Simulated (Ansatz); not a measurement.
# Geometry relaxation, with input and output: Al (part 2 of 2)

Al (slab, 3 atoms in the cell); DFT, LDA, plane waves, PAW, PAW set soft_1, no spin polarisation (Ansatz 0.2.0); cutoff 420 eV, 10×10×1 k-mesh, Gaussian smearing of 0.1 eV. The structure derives from an entry of the Crystallography Open Database. The input holds or restrains some coordinates. Forces given for the steps count only the free coordinates.

Log, continued
```
SCF iter   1: F=—  HF=-1537.508383 eV  |F-HF|=—  |Δ(HF+E_count)|=         —  Δρ=3.48e-4  dr2=1.46e-3  ethr=1.68e-4  p=-0.000 e·Å  D=-9.76e-6 V/Å  ΔV_dip=0.00 eV  dr2_dipole=4.24e-4  V_vac-E_F(+/−)=4.56/4.56 eV  ⟨swp⟩=2.4  Hψ=507  notcnv=0  defer=4
efield: sawtooth ramp at fractional position 0.9800 (handed on by an earlier solve), width 0.0400; the density the first Hamiltonian is built on has a dipole p = -0.000 e·Å; the dipole correction subtracts the counter field D = -9.76e-6 V/Å, which shifts the + side's vacuum level by +0.00 eV against the − side's; the planar-averaged density in the ramp window peaks in size at 1.1e-6 e/Å³
preconditioner: auto → LDOS  [insulator: Δε(μ)=0.106 eV  Ē_g=6.885 eV  σ=0.100 eV  W_gap=0.52  n_scr=8 (ndim 8)  ℏωp=9.3 eV  f_vac=0.492  D(μ)=1.32/eV (n_scr^D=6)  ε∞_Penn≈2.8  β→1.0]
SCF iter   2: F=—  HF=-1537.508401 eV  |F-HF|=—  |Δ(HF+E_count)|=   1.72e-5  Δρ=2.99e-4  dr2=2.23e-3  ethr=1.62e-5  p=0.003 e·Å  D=3.99e-3 V/Å  ΔV_dip=-0.07 eV  dr2_dipole=1.34e-3  V_vac-E_F(+/−)=4.52/4.60 eV  ⟨swp⟩=2.1  Hψ=288  notcnv=0  defer=4
SCF iter   3: F=—  HF=-1537.508284 eV  |F-HF|=—  |Δ(HF+E_count)|=   1.17e-4  Δρ=1.83e-4  dr2=1.21e-3  ethr=1.62e-5  p=-0.002 e·Å  D=-3.06e-3 V/Å  ΔV_dip=0.06 eV  dr2_dipole=7.61e-4  V_vac-E_F(+/−)=4.60/4.54 eV  ⟨swp⟩=1.7  Hψ=156  notcnv=0  defer=4
SCF iter   4: F=—  HF=-1537.508210 eV  |F-HF|=—  |Δ(HF+E_count)|=   7.33e-5  Δρ=9.01e-5  dr2=2.48e-4  ethr=1.35e-5  p=-0.001 e·Å  D=-1.31e-3 V/Å  ΔV_dip=0.02 eV  dr2_dipole=1.43e-4  V_vac-E_F(+/−)=4.59/4.56 eV  ⟨swp⟩=1.0  Hψ=131  notcnv=0  defer=4
SCF iter   5: F=—  HF=-1537.508189 eV  |F-HF|=—  |Δ(HF+E_count)|=   2.11e-5  Δρ=2.42e-5  dr2=1.21e-5  ethr=2.75e-6  p=-0.000 e·Å  D=-3.02e-4 V/Å  ΔV_dip=0.01 eV  dr2_dipole=6.87e-6  V_vac-E_F(+/−)=4.57/4.57 eV  ⟨swp⟩=1.1  Hψ=132  notcnv=0  defer=4
SCF iter   6: F=—  HF=-1537.508188 eV  |F-HF|=—  |Δ(HF+E_count)|=   1.08e-6  Δρ=5.11e-6  dr2=8.11e-8  ethr=1.11e-9  p=0.000 e·Å  D=1.30e-5 V/Å  ΔV_dip=-0.00 eV  dr2_dipole=3.24e-9  V_vac-E_F(+/−)=4.57/4.57 eV  ⟨swp⟩=7.7  Hψ=902  notcnv=0
SCF iter   7: F=-1537.508188 eV  HF=-1537.508188 eV  |F-HF|=4.96e-9  |Δ(HF+E_count)|=   2.33e-8  Δρ=1.84e-6  dr2=8.52e-9  ethr=9.02e-10  p=0.000 e·Å  D=2.19e-6 V/Å  ΔV_dip=-0.00 eV  dr2_dipole=1.53e-11  V_vac-E_F(+/−)=4.57/4.57 eV  ⟨swp⟩=3.8  Hψ=514  notcnv=0
SCF 4 converged in 7 iterations: F = -1537.508188 eV  dr2 = 8.52e-9
  greatest PAW one-centre occupation: 0.494 electrons in one spin orbital (limit 2), on the Al atom at site 2 (counted from 0), in its partial waves of l = 0
relax step   4: F+E_penalty+E_count = -1537.50818818 eV  Δ(F+E_penalty+E_count) = -2.696e-4 eV  max|allowed force component| = 2.952e-3 eV/Å  Δτ_max = 0.0146 Å  (7 SCF iters, accepted)
```

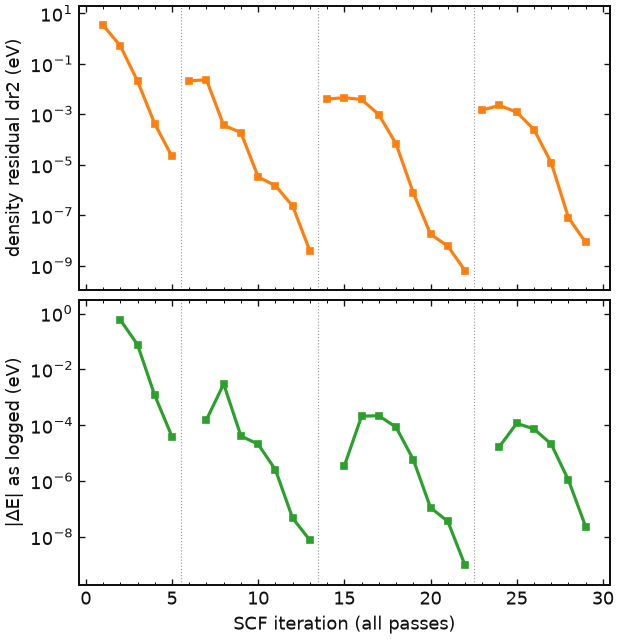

*Convergence of the self-consistent field: density residual dr2 and size of the energy change against the SCF iteration. The dotted lines part the SCF passes of the relaxation: geometry steps, rejected trials and re-solves on a re-selected basis.*

The passes take 5, 8, 9 and 7 iterations.

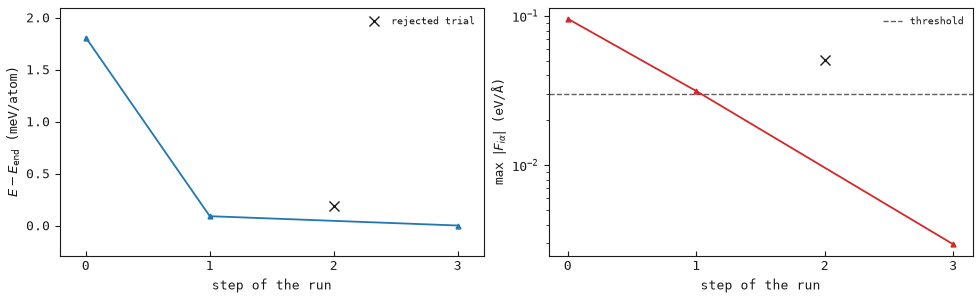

*Progress of the restrained relaxation, step by step (the first geometry is step 0 here and step 1 in the log).*

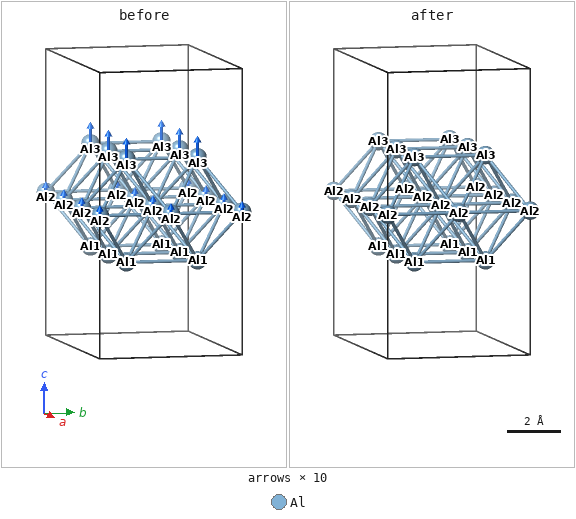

*Before (left) and after (right) the restrained relaxation, at one scale (ball-and-stick view of the 3 × 2 repeat of the cell, with the vacuum cut short, seen slightly off an axis). The blue arrows give the displacements, magnified 10 times.*

The atom that moves furthest is Al3 (0.084 Å). The cell doesn't change. Among the contacts that change: Al1–Al2 2.817 → 2.847 Å. After 3 geometry steps the energy has fallen by 1.8 meV per atom. Largest force component: 0.096 eV/Å at the start, 0.003 eV/Å at the end. The line search rejected the trial step at point 2 (counted from 0) and went back. (Atoms are counted from 1 in the order of the input.)

```
SCF converged after 7 iterations
Free energy (F): -1537.508188 eV
Harris-Foulkes:  -1537.508188 eV  (|F-HF|=4.96e-9)
Internal energy: -1537.501535 eV  (E = F + TS)
E sigma→0 (E₀):  -1537.504862 eV
Entropy (-TS):   -0.006653 eV (-2.218 meV/atom)
Fermi energy:    -0.268394 eV
Dipole field:    D = -0.000004 V/Å  (p = -0.000003 e·Å, saw-weighted, corrected)
Work function:   Φ+ = 4.5681 eV   Φ− = 4.5680 eV
Levels:          The Fermi level and band energies are counted from a zero that moves with the ramp; work functions are not
--- Per-component energies (eV) ---
  E_band       = -37.623136
  E_kinetic    = 63.848568
  E_local      = -1176.700901  (includes V_loc(G=0)·N_el)
  E_nonlocal   = 32.654192
  E_hartree    = 569.575502
  E_xc         = -109.638370
  E_vxc        = -85.123426  (∫ρ·V_xc dr)
  E_paw        = -1335.546488  (= ΣΔE_a)
  E_vpaw       = -11.453520  (= ΣTr[D̂ρ^β])
  E_aug_tail   = -0.000013  (compensation charges beyond the density's cutoff)
  E_efield     = 0.000000  (sawtooth field / dipole correction)
  E_vefield    = 0.000002  (∫n·V_field dr)
  E_ewald      = 418.138825
  E_core_change = 0.167150  (= ΣΔE_core)
  E_smearing   = -0.006653  (= −TS)
  E_closure    = 0.000000  (closes the sum)
  Σ components = -1537.508188   (vs F -1537.508188, Δ=0.00e0)
--- Forces (eV/Å), atoms counted from 1 ---
  atom   1  Al    -0.00000000     0.00000000    -0.00368903
  atom   2  Al     0.00000000     0.00000000     0.00010961
  atom   3  Al     0.00000000     0.00000000     0.00295234
  max |Σ_I F_I| component: 6.27e-4 eV/Å
--- Band table (eV; the first three rows and the last of 15) ---
  k-point 0: bands = ["-10.5505", "-8.3407", "-5.0056", "-1.9990", "1.7949", "3.7798", "4.3296", "4.5595", "5.7843"]
  k-point 1: bands = ["-10.1810", "-7.9753", "-4.6425", "-1.6545", "1.9274", "2.3296", "4.0914", "4.2096", "4.7022"]
  k-point 2: bands = ["-9.4450", "-7.2475", "-3.9209", "-0.9746", "-0.5807", "1.5445", "2.8719", "4.7949", "4.8932"]
  k-point 14: bands = ["-3.4097", "-2.2191", "-1.3000", "-0.7896", "-0.1778", "0.4238", "1.4036", "1.8679", "2.5101"]
--- Relaxed structure (4 steps of the walk, 3 accepted, 0 SCFs on fresh bases) ---
  F+E_penalty+E_count = -1537.50818818 eV   max|allowed force component| = 2.952e-3 eV/Å
  atoms:
    - { symbol: Al, position: [0.49999999999999994, 0.49999999999999994, 0.3892326369] }
    - { symbol: Al, position: [2.881791546644244e-18, -4.785451501578836e-34, 0.5023234915610904] }
    - { symbol: Al, position: [0.49999999999999994, 0.49999999999999994, 0.6154221218406551] }
```

Trajectory as extended XYZ (Å, eV, eV/Å), 4 frames, from step=1 to step=4
```
3
Lattice="2.8172 0.0000 0.0000 0.0000 2.8172 0.0000 0.0000 0.0000 17.9841" Properties=species:S:1:pos:R:3:forces:R:3 step=1 energy=-1537.50276
Al    1.4086    1.4086    7.0000    0.0000   0.0000  -0.0961
Al    0.0000    0.0000    8.9921    0.0000   0.0000   0.0001
Al    1.4086    1.4086   10.9841    0.0000   0.0000   0.0960
3
Lattice="2.8172 0.0000 0.0000 0.0000 2.8172 0.0000 0.0000 0.0000 17.9841" Properties=species:S:1:pos:R:3:forces:R:3 step=2 energy=-1537.50792
Al    1.4086    1.4086    7.0000    0.0000   0.0000  -0.0351
Al    0.0000    0.0000    9.0260    0.0000   0.0000   0.0030
Al    1.4086    1.4086   11.0532    0.0000   0.0000   0.0315
3
Lattice="2.8172 0.0000 0.0000 0.0000 2.8172 0.0000 0.0000 0.0000 17.9841" Properties=species:S:1:pos:R:3:forces:R:3 step=3 energy=-1537.50762 accepted=F
Al    1.4086    1.4086    7.0000    0.0000   0.0000   0.0523
Al    0.0000    0.0000    9.0462    0.0000   0.0000  -0.0022
Al    1.4086    1.4086   11.0915    0.0000   0.0000  -0.0506
3
Lattice="2.8172 0.0000 0.0000 0.0000 2.8172 0.0000 0.0000 0.0000 17.9841" Properties=species:S:1:pos:R:3:forces:R:3 step=4 energy=-1537.50819
Al    1.4086    1.4086    7.0000    0.0000   0.0000  -0.0037
Al    0.0000    0.0000    9.0338    0.0000   0.0000   0.0001
Al    1.4086    1.4086   11.0678    0.0000   0.0000   0.0030
```

The run was set up as follows.

Input
```yaml
crystal:
  lattice:
    - [2.817186551, 0.0, 0.0]
    - [0.0, 2.817186551, 0.0]
    - [0.0, 0.0, 17.9841034282]
  atoms:
    - { symbol: Al, position: [0.5, 0.5, 0.3892326369] }
    - { symbol: Al, position: [0.0, 0.0, 0.5] }
    - { symbol: Al, position: [0.5, 0.5, 0.6107673631] }
kpoints:
  mp_grid: { grid: [10, 10, 1], shift: [0.5, 0.5, 0.0] }
hamiltonian:
  xc: lda
  pseudopotentials: { kind: paw, azcp: { folder: soft_1 } }
scf:
  occupations: { method: gaussian, width: 0.1 }
output:
  forces: true
  eigenvalues: true
relax:
  adjacent_minimum: "off"
  f_tol: 0.03
  max_steps: 50
  constraints: [{ sites: [0] }]
efield:
  axis: 3
  dipole_correction: true
  ramp_width: 0.04
```

Command:
```bash
ansatz run input.yaml --threads 1 --pin off --max-ram 3072MiB --backend cpu --events-out ev --progress --plain --runs-dir out
```

Results in brief

| quantity | value |
| --- | --- |
| outcome | converged under the restraints of the input |
| electrons treated | 9 |
| free energy | −1537.5082 eV |
| Fermi energy | −0.268 eV |
| gap on the k-point mesh | none (metallic) |
| final volume | 142.73 Å³ |
| largest force (length of the vector) at the end, held atoms and coordinates included | 0.004 eV/Å |
| hardware | 1 thread of Arm Neoverse V2, 24 GiB of memory available, shared host |
| wall time | 9.9 s |
| peak memory | 0.31 GiB |

Settings chosen away from the usual ones: kpoints.mp_grid.shift set to [0.5, 0.5, 0.0]; basis.ecutwfc removed. Warnings of the run: the PAW datasets were made with another functional.
